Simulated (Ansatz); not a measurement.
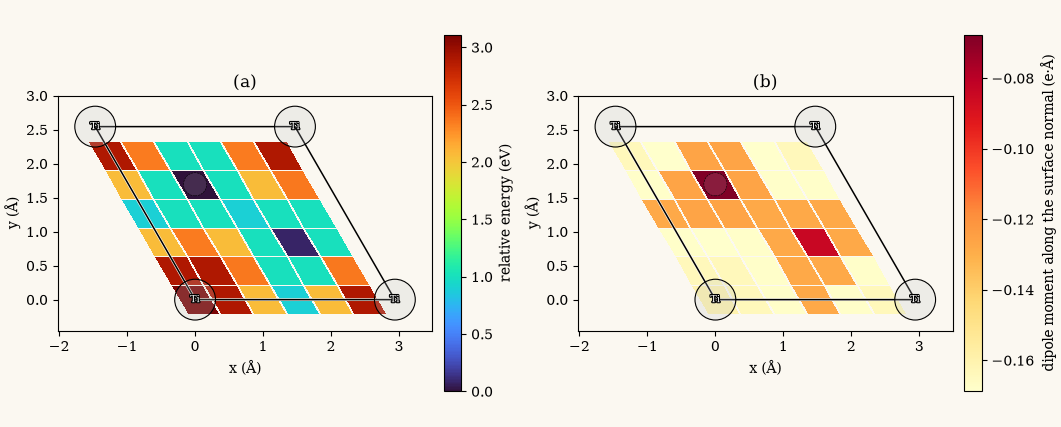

C on a Ti(001) slab cut from the P6_3/mmc phase, its upper half relaxed before the scan (16 atoms of substrate and one adsorbate in a 2 × 2 cell). C is moved over the surface cell; relaxed at each place: the height of the adsorbate's atoms; substrate rigid; the origin of the map has the adsorbate above Ti13. Places are given modulo a cell vector. The map is drawn in real space over the plane of the surface. Grid: 6 × 6 points; 10 points were computed and 26 follow by symmetry. Places are given in fractions of the 1 × 1 surface cell. Energies are in eV, from the lowest grid point. All numbers below come from Ansatz 0.2.0, DFT PBE, scalar-relativistic, plane waves, PAW. Settings: cutoff 420 eV, k-mesh 6×6×1, gaussian smearing 0.1 eV, no spin polarisation.

Panel (a) is the energy; panel (b) is the computed dipole moment along the surface normal, in e·Å.

The picture shows one coloured cell a grid point, labelled circles for the atoms of the top layer and small ones for the second layer, the outline of one cell of the plane.

How does the dipole moment along the surface normal vary over the map, and what is it at the lowest grid point?

Answer. It runs from −0.17 e·Å at (1/6, 2/6) of the cell vectors [nearest 1 Ti at 1.77 Å] to −0.07 e·Å at a threefold hollow over a second-layer Ti atom, (2/6, 4/6) of the cell vectors. At the lowest grid point, a threefold hollow over a second-layer Ti atom, (2/6, 4/6) of the cell vectors, it is −0.07 e·Å.

PAW datasets: the set soft_1.
